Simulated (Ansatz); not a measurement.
# Geometry relaxation of GeSe (part 3 of 3)

The same run, continued: GeSe (Pnma, 8 atoms in the cell); DFT PBEsol, scalar-relativistic, plane waves, PAW, no spin polarisation (Ansatz 0.2.0); cutoff 420 eV, 4×8×6 k-mesh, Gaussian smearing of 0.02 eV. The structure derives from an entry of the Crystallography Open Database.

Geometry of the input (Å; fractional positions):
```
10.8330  0.0000  0.0000
0.0000  3.8355  0.0000
0.0000  0.0000  4.3954
Ge 0.3790  0.7500  0.6113
Ge 0.1210  0.2500  0.1113
Ge 0.8790  0.7500  0.8887
Ge 0.6210  0.2500  0.3887
Se 0.1465  0.7500  0.4976
Se 0.3535  0.2500  0.9976
Se 0.6465  0.7500  0.0024
Se 0.8535  0.2500  0.5024
```

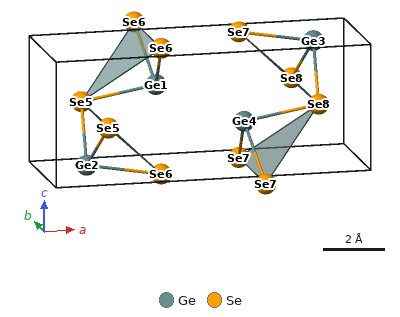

The geometry at step 5 of the log (polyhedral view of the cell of the calculation, seen slightly off an axis; polyhedra are completed across the faces of the cell; atoms are numbered from 1 in the order of the input).

What the program printed, continued
```
--- Per-component energies (eV) ---
  E_band       = -2027.170605
  E_kinetic    = 913.464362
  E_local      = -18325.617345  (includes V_loc(G=0)·N_el)
  E_nonlocal   = -706.389569
  E_hartree    = 8544.477997
  E_xc         = -713.117618
  E_vxc        = -650.444230  (∫ρ·V_xc dr)
  E_paw        = -15369.022056  (= ΣΔE_a)
  E_vpaw       = -347.138586  (= ΣTr[D̂ρ^β])
  E_aug_tail   = -0.001259  (compensation charges beyond the density's cutoff)
  E_ewald      = -13064.183709
  E_core_change = 7.705547  (= ΣΔE_core)
  E_smearing   = -0.000000  (= −TS)
  E_closure    = -0.000000  (closes the sum)
  Σ components = -38712.683650   (vs F -38712.683650, Δ=0.00e0)
--- Forces (eV/Å), atoms counted from 1 ---
  atom   1  Ge    -0.00334201     0.00000000     0.00143373
  atom   2  Ge     0.00334201     0.00000000     0.00143373
  atom   3  Ge    -0.00334201     0.00000000    -0.00143373
  atom   4  Ge     0.00334201     0.00000000    -0.00143373
  atom   5  Se    -0.00281091     0.00000000     0.00046777
  atom   6  Se     0.00281091     0.00000000     0.00046777
  atom   7  Se    -0.00281091     0.00000000    -0.00046777
  atom   8  Se     0.00281091     0.00000000    -0.00046777
  max |Σ_I F_I| component: 8.67e-19 eV/Å
--- Stress (GPa, compression-positive) ---
        0.003457       0.000000       0.000000
        0.000000       0.009654      -0.000000
        0.000000      -0.000000       0.015519
  P = ⅓ Tr σ = 0.0095 GPa (0.095 kbar)
--- Band table (eV; the first three rows and the last of 60) ---
  k-point 0: bands = ["-38.5649", "-38.5648", "-38.5647", "-38.5646", "-38.5634", "-38.5632", "-38.5630", "-38.5629", "-38.5341", "-38.5337", "-38.5337", "-38.5333", "-38.5325", "-38.5322", "-38.5321", "-38.5318", "-38.5224", "-38.5223", "-38.5219", "-38.5217", "-15.4557", "-15.4521", "-15.4508", "-15.4503", "-15.4493", "-15.4487", "-15.4482", "-15.4474", "-15.4284", "-15.4274", "-15.4244", "-15.4220", "-15.4219", "-15.4215", "-15.4058", "-15.4049", "-15.4034", "-15.4025", "-15.4017", "-15.4003", "-5.5902", "-5.1106", "-4.2009", "-3.4295", "1.0467", "1.8024", "3.0807", "3.6589", "3.6628", "5.3115", "5.3806", "5.5000", "5.6768", "6.0721", "6.7945", "7.2505", "7.6729", "7.9348", "8.2845", "8.8520", "9.6141", "11.8599", "11.8615", "11.8659", "12.2105", "12.7179", "12.7284", "13.5749", "14.0261", "14.3287", "14.8489", "15.2700"]
  k-point 1: bands = ["-38.5649", "-38.5647", "-38.5647", "-38.5646", "-38.5633", "-38.5632", "-38.5630", "-38.5629", "-38.5340", "-38.5337", "-38.5337", "-38.5333", "-38.5324", "-38.5322", "-38.5321", "-38.5319", "-38.5224", "-38.5222", "-38.5219", "-38.5217", "-15.4553", "-15.4518", "-15.4512", "-15.4505", "-15.4499", "-15.4487", "-15.4484", "-15.4476", "-15.4275", "-15.4262", "-15.4242", "-15.4221", "-15.4218", "-15.4215", "-15.4059", "-15.4047", "-15.4032", "-15.4029", "-15.4020", "-15.4005", "-5.4435", "-4.9731", "-4.1693", "-3.4692", "0.5353", "1.5994", "2.3414", "3.1278", "3.6630", "5.5156", "5.6809", "6.0609", "6.2373", "6.4720", "6.8975", "7.5620", "7.7005", "7.8991", "8.4352", "8.8355", "9.6634", "11.1996", "11.7870", "11.9008", "11.9376", "12.2665", "13.0088", "13.1900", "13.2034", "14.0687", "14.4991", "14.5571"]
  k-point 2: bands = ["-38.5649", "-38.5648", "-38.5647", "-38.5646", "-38.5632", "-38.5631", "-38.5630", "-38.5629", "-38.5339", "-38.5337", "-38.5336", "-38.5334", "-38.5324", "-38.5323", "-38.5320", "-38.5319", "-38.5223", "-38.5221", "-38.5220", "-38.5218", "-15.4540", "-15.4518", "-15.4513", "-15.4510", "-15.4509", "-15.4489", "-15.4489", "-15.4483", "-15.4254", "-15.4238", "-15.4237", "-15.4224", "-15.4223", "-15.4210", "-15.4057", "-15.4042", "-15.4040", "-15.4026", "-15.4026", "-15.4011", "-5.0415", "-4.5949", "-4.2036", "-3.6686", "-0.0593", "0.9931", "1.2947", "2.2599", "4.1106", "5.7837", "6.1802", "6.6843", "6.9607", "7.0519", "7.2467", "7.6241", "7.6847", "8.5259", "8.5486", "9.2313", "10.0683", "10.2631", "10.6386", "10.9426", "11.4103", "11.8083", "12.2259", "12.3469", "12.7503", "13.2625", "14.1985", "15.2228"]
  k-point 59: bands = ["-38.5649", "-38.5649", "-38.5649", "-38.5649", "-38.5627", "-38.5627", "-38.5627", "-38.5627", "-38.5337", "-38.5337", "-38.5337", "-38.5337", "-38.5322", "-38.5322", "-38.5322", "-38.5322", "-38.5219", "-38.5219", "-38.5219", "-38.5219", "-15.4571", "-15.4571", "-15.4571", "-15.4571", "-15.4435", "-15.4435", "-15.4435", "-15.4435", "-15.4259", "-15.4259", "-15.4259", "-15.4259", "-15.4143", "-15.4143", "-15.4143", "-15.4143", "-15.3992", "-15.3992", "-15.3992", "-15.3992", "-3.7045", "-3.7045", "-3.7045", "-3.7045", "1.1171", "1.1171", "1.1171", "1.1171", "3.9919", "3.9919", "3.9919", "3.9919", "4.8682", "4.8682", "4.8682", "4.8682", "7.5532", "7.5532", "7.5532", "7.5532", "11.5607", "11.5607", "11.5607", "11.5607", "14.3499", "14.3499", "14.3499", "14.3499", "16.1778", "16.1778", "16.1778", "16.1778"]
--- Relaxed structure (8 steps of the walk, 6 accepted, 1 SCFs on fresh bases) ---
  F+E_penalty+E_count = -38712.68364964 eV   max|allowed force component| = 3.342e-3 eV/Å   (the final SCF, on the basis selected at the relaxed cell)
  cell:  # Å, volume = 175.9655 Å³
    - [10.713995420264048, -2.7579990620797783e-33, -5.1483017306197345e-33]
    - [-9.76489006056216e-34, 3.853829163723117, 1.3540647550646196e-32]
    - [-2.0888761495395275e-33, 1.5517289074204224e-32, 4.261707288090049]
  atoms:
    - { symbol: Ge, position: [0.38075036347947766, 0.75, 0.6063022350926378] }
    - { symbol: Ge, position: [0.11924963652052246, 0.25, 0.10630223509263778] }
    - { symbol: Ge, position: [0.8807503634794775, 0.75, 0.8936977649073622] }
    - { symbol: Ge, position: [0.6192496365205223, 0.25, 0.39369776490736225] }
    - { symbol: Se, position: [0.14422688887478097, 0.75, 0.5061158862684367] }
    - { symbol: Se, position: [0.35577311112521903, 0.25, 1.0061158862684367] }
    - { symbol: Se, position: [0.6442268888747811, 0.75, -0.00611588626843661] }
    - { symbol: Se, position: [0.8557731111252191, 0.25, 0.4938841137315634] }
```

Trajectory as extended XYZ (Å, eV, eV/Å), 9 frames, from step=1 to step=9
```
8
Lattice="10.8330 0.0000 0.0000 0.0000 3.8355 0.0000 0.0000 0.0000 4.3954" Properties=species:S:1:pos:R:3:forces:R:3 step=1 energy=-38712.65511 pressure_GPa=-0.72
Ge    4.1056    2.8766    2.6869    0.0409   0.0000  -0.0433
Ge    1.3109    0.9589    0.4892   -0.0409   0.0000  -0.0433
Ge    9.5221    2.8766    3.9062    0.0409   0.0000   0.0433
Ge    6.7274    0.9589    1.7085   -0.0409   0.0000   0.0433
Se    1.5870    2.8766    2.1872   -0.0418   0.0000   0.0564
Se    3.8295    0.9589    4.3849    0.0418   0.0000   0.0564
Se    7.0035    2.8766    0.0105   -0.0418   0.0000  -0.0564
Se    9.2460    0.9589    2.2082    0.0418   0.0000  -0.0564
8
Lattice="10.4437 0.0000 0.0000 0.0000 3.7884 0.0000 0.0000 0.0000 4.2782" Properties=species:S:1:pos:R:3:forces:R:3 step=2 energy=-38712.62900 pressure_GPa=1.71 accepted=F
Ge    4.0172    2.8413    2.6316    0.0055   0.0000   0.0339
Ge    1.2046    0.9471    0.4925   -0.0055   0.0000   0.0339
Ge    9.2391    2.8413    3.7858    0.0055   0.0000  -0.0339
Ge    6.4265    0.9471    1.6467   -0.0055   0.0000  -0.0339
Se    1.4803    2.8413    2.2125    0.0694   0.0000  -0.0955
Se    3.7415    0.9471    4.3516   -0.0694   0.0000  -0.0955
Se    6.7022    2.8413   -0.0733    0.0694   0.0000   0.0955
Se    8.9634    0.9471    2.0658   -0.0694   0.0000   0.0955
8
Lattice="10.7364 0.0000 0.0000 0.0000 3.8253 0.0000 0.0000 0.0000 4.3190" Properties=species:S:1:pos:R:3:forces:R:3 step=3 energy=-38712.67977 pressure_GPa=-0.03
Ge    4.0894    2.8690    2.6180    0.0104   0.0000  -0.0186
Ge    1.2788    0.9563    0.4585   -0.0104   0.0000  -0.0186
Ge    9.4576    2.8690    3.8605    0.0104   0.0000   0.0186
Ge    6.6470    0.9563    1.7010   -0.0104   0.0000   0.0186
Se    1.5591    2.8690    2.1606   -0.0094   0.0000   0.0384
Se    3.8091    0.9563    4.3201    0.0094   0.0000   0.0384
Se    6.9273    2.8690   -0.0012   -0.0094   0.0000  -0.0384
Se    9.1773    0.9563    2.1583    0.0094   0.0000  -0.0384
8
Lattice="10.6493 0.0000 0.0000 0.0000 3.9212 0.0000 0.0000 0.0000 4.2141" Properties=species:S:1:pos:R:3:forces:R:3 step=4 energy=-38712.66780 pressure_GPa=-0.19 accepted=F
Ge    4.0717    2.9409    2.5842   -0.0176   0.0000  -0.0467
Ge    1.2529    0.9803    0.4771    0.0176   0.0000  -0.0467
Ge    9.3963    2.9409    3.7370   -0.0176   0.0000   0.0467
Ge    6.5776    0.9803    1.6300    0.0176   0.0000   0.0467
Se    1.5347    2.9409    2.1505   -0.0141   0.0000   0.0171
Se    3.7899    0.9803    4.2575    0.0141   0.0000   0.0171
Se    6.8594    2.9409   -0.0434   -0.0141   0.0000  -0.0171
Se    9.1145    0.9803    2.0637    0.0141   0.0000  -0.0171
8
Lattice="10.7061 0.0000 0.0000 0.0000 3.8454 0.0000 0.0000 0.0000 4.2749" Properties=species:S:1:pos:R:3:forces:R:3 step=5 energy=-38712.68405 pressure_GPa=0.09
Ge    4.0839    2.8840    2.6075    0.0021   0.0000  -0.0172
Ge    1.2691    0.9613    0.4700   -0.0021   0.0000  -0.0172
Ge    9.4370    2.8840    3.8049    0.0021   0.0000   0.0172
Ge    6.6221    0.9613    1.6674   -0.0021   0.0000   0.0172
Se    1.5487    2.8840    2.1689   -0.0116   0.0000   0.0110
Se    3.8044    0.9613    4.3063    0.0116   0.0000   0.0110
Se    6.9017    2.8840   -0.0314   -0.0116   0.0000  -0.0110
Se    9.1574    0.9613    2.1060    0.0116   0.0000  -0.0110
8
Lattice="10.7125 0.0000 0.0000 0.0000 3.8504 0.0000 0.0000 0.0000 4.2704" Properties=species:S:1:pos:R:3:forces:R:3 step=6 energy=-38712.68427 pressure_GPa=-0.06
Ge    4.0833    2.8878    2.5942   -0.0098   0.0000   0.0148
Ge    1.2730    0.9626    0.4590    0.0098   0.0000   0.0148
Ge    9.4395    2.8878    3.8114   -0.0098   0.0000  -0.0148
Ge    6.6293    0.9626    1.6762    0.0098   0.0000  -0.0148
Se    1.5483    2.8878    2.1653   -0.0109   0.0000  -0.0171
Se    3.8080    0.9626    4.3005    0.0109   0.0000  -0.0171
Se    6.9045    2.8878   -0.0301   -0.0109   0.0000   0.0171
Se    9.1643    0.9626    2.1051    0.0109   0.0000   0.0171
8
Lattice="10.7001 0.0000 0.0000 0.0000 3.8568 0.0000 0.0000 0.0000 4.2630" Properties=species:S:1:pos:R:3:forces:R:3 step=7 energy=-38712.68432 pressure_GPa=-0.02
Ge    4.0773    2.8926    2.5823   -0.0129   0.0000  -0.0015
Ge    1.2728    0.9642    0.4508    0.0129   0.0000  -0.0015
Ge    9.4274    2.8926    3.8121   -0.0129   0.0000   0.0015
Ge    6.6228    0.9642    1.6806    0.0129   0.0000   0.0015
Se    1.5414    2.8926    2.1522    0.0134   0.0000   0.0088
Se    3.8087    0.9642    4.2837   -0.0134   0.0000   0.0088
Se    6.8914    2.8926   -0.0208    0.0134   0.0000  -0.0088
Se    9.1588    0.9642    2.1107   -0.0134   0.0000  -0.0088
8
Lattice="10.7140 0.0000 0.0000 0.0000 3.8538 0.0000 0.0000 0.0000 4.2617" Properties=species:S:1:pos:R:3:forces:R:3 step=8 energy=-38712.68457 pressure_GPa=0.01
Ge    4.0794    2.8904    2.5839   -0.0034   0.0000   0.0014
Ge    1.2776    0.9635    0.4530    0.0034   0.0000   0.0014
Ge    9.4364    2.8904    3.8087   -0.0034   0.0000  -0.0014
Ge    6.6346    0.9635    1.6778    0.0034   0.0000  -0.0014
Se    1.5452    2.8904    2.1569   -0.0028   0.0000   0.0005
Se    3.8118    0.9635    4.2878    0.0028   0.0000   0.0005
Se    6.9022    2.8904   -0.0261   -0.0028   0.0000  -0.0005
Se    9.1687    0.9635    2.1048    0.0028   0.0000  -0.0005
8
Lattice="10.7140 0.0000 0.0000 0.0000 3.8538 0.0000 0.0000 0.0000 4.2617" Properties=species:S:1:pos:R:3:forces:R:3 step=9 energy=-38712.68365 pressure_GPa=0.01
Ge    4.0794    2.8904    2.5839   -0.0033   0.0000   0.0014
Ge    1.2776    0.9635    0.4530    0.0033   0.0000   0.0014
Ge    9.4364    2.8904    3.8087   -0.0033   0.0000  -0.0014
Ge    6.6346    0.9635    1.6778    0.0033   0.0000  -0.0014
Se    1.5452    2.8904    2.1569   -0.0028   0.0000   0.0005
Se    3.8118    0.9635    4.2878    0.0028   0.0000   0.0005
Se    6.9022    2.8904   -0.0261   -0.0028   0.0000  -0.0005
Se    9.1687    0.9635    2.1048    0.0028   0.0000  -0.0005
```

Key numbers

| quantity | value |
| --- | --- |
| outcome | converged |
| space group (tolerance 0.01 Å) | Pnma (62) |
| electrons treated | 120 |
| free energy | −38712.6836 eV |
| Fermi energy | 9.423 eV |
| gap on the k-point mesh | 0.38 eV |
| pressure | 0.01 GPa |
| final volume | 175.97 Å³ |
| largest force (length of the vector) at the end | 0.004 eV/Å |
| final cell | a = 10.714 Å, b = 3.854 Å, c = 4.262 Å, α = 90.00°, β = 90.00°, γ = 90.00° |
| hardware | 2 threads of Arm Neoverse V2, 24 GiB of memory available, shared host |
| wall time | 5.1 min (CPU time 10 min) |
| peak memory | 0.86 GiB |
